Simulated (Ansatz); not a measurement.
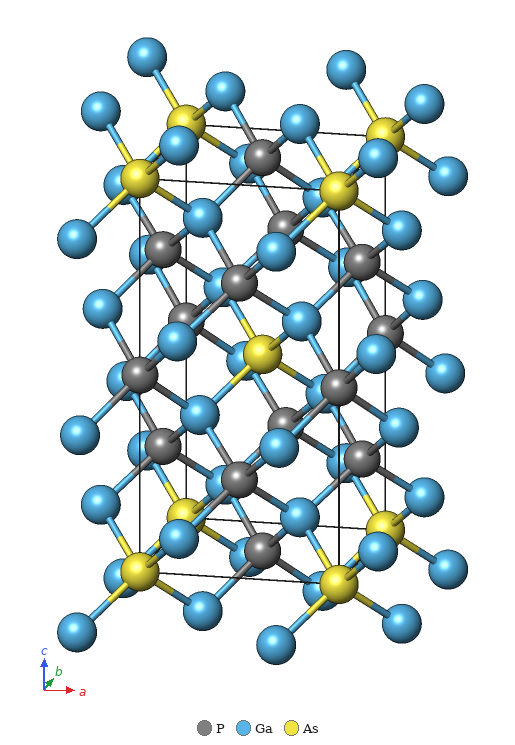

A ball-and-stick picture of a crystal structure, seen slightly off an axis. The conventional unit cell is outlined; an atom on or near a face, edge or corner is repeated at each equivalent position. Outside the box, the atoms bonded to those within are drawn.

Ga$_{4}$AsP$_{3}$, space group I-42m (No. 121), a = 5.50 Å, b = 5.50 Å, c = 11.01 Å, α = 90.00°, β = 90.00°, γ = 90.00°.

Calculation details: Ansatz, DFT, PBE, plane waves, PAW; an energy cutoff of 420 eV, k-points about 0.27 Å⁻¹ apart, Fermi-Dirac smearing of 0.02 eV, no spin polarisation.

**What is the band gap, if any?**

A semiconductor at this level, with a gap of 1.45 eV, direct.

**State the hydrostatic pressure.**

The computed pressure is 2.6 GPa (compressed: it would expand).

Starting structure: a structure type filled with these elements by a generator (whether the compound takes this form wasn't checked). Earlier steps of the study may have refined or changed the cell and positions. An electronic-structure calculation with Ansatz was run on it.
